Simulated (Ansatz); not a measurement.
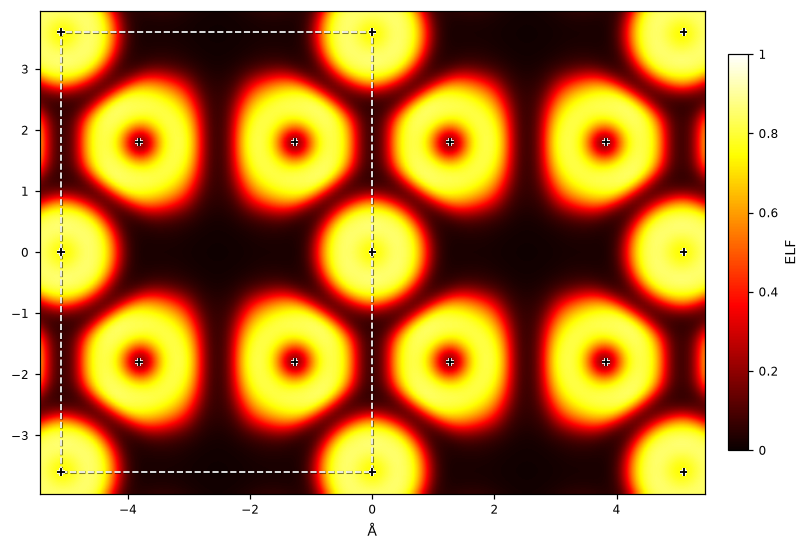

The electron localisation function on a plane through atoms (crosses mark nuclei in the plane).

The calculation used DFT PBE, scalar-relativistic, plane waves, PAW (Ansatz 0.2.0).

Candidates:
A. HfO2, a = 5.10 Å, b = 5.10 Å, c = 5.10 Å, α = 90.00°, β = 90.00°, γ = 90.00°. Space group Fm-3m.
B. MgO, a = 4.27 Å, b = 4.27 Å, c = 4.27 Å, α = 90.00°, β = 90.00°, γ = 90.00°. Space group Fm-3m.

Question: Which system is this?

Answer: Candidate A: HfO2 on the (110) plane of the conventional cell, which holds Hf and O. Hf–O (2.21 Å): the ELF peaks at about 0.85 in the valence shell of O, 0.6 Å from its nucleus, and drops to about 0.15 between the two atoms (no localised pair shows between them).
